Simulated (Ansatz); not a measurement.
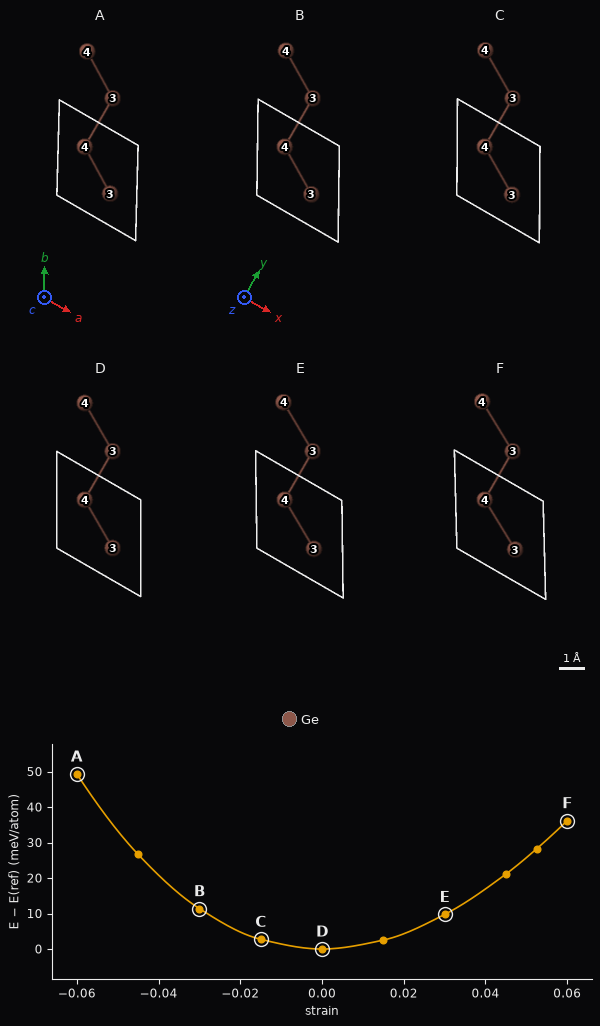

A scan of a crystal of Ge (P6_3/mmc): the cell is strained along x alone, with the atoms kept at their fractional coordinates. x, y and z are the Cartesian axes of the input. The lettered frames are marked on the plot. Style: ball-and-stick. Shown: the cell of the calculation, repeated 1 × 2 × 1 with one cell outlined, along the c axis.

All numbers below come from DFT PBEsol, scalar-relativistic, plane waves, PAW in Ansatz 0.2.0. (plane-wave cutoff 420 eV; k-point mesh 12 × 12 × 8; occupations gaussian; smearing width 0.15 eV; no spin polarisation). Energies (free energies at the smearing named) are counted from the relaxed crystal.

Question: Read off the main features of the energy profile.

Answer: Of the computed points the lowest is at the strain 0.00, 0.0 meV/atom. At the ends of the scan the energy is 49.3 meV/atom (−0.06) and 36.2 meV/atom (0.06). The curvature at zero strain, (1/V) d²E/dε², is about 160 GPa; it is C₁₁ with clamped ions. The distortion takes the space group from P6_3/mmc to Cmcm. At the strain −0.06 the cell of the drawing goes a 3.997 → 3.757 Å, b 3.997 → 3.938 Å, γ 120.0° → 118.5°.
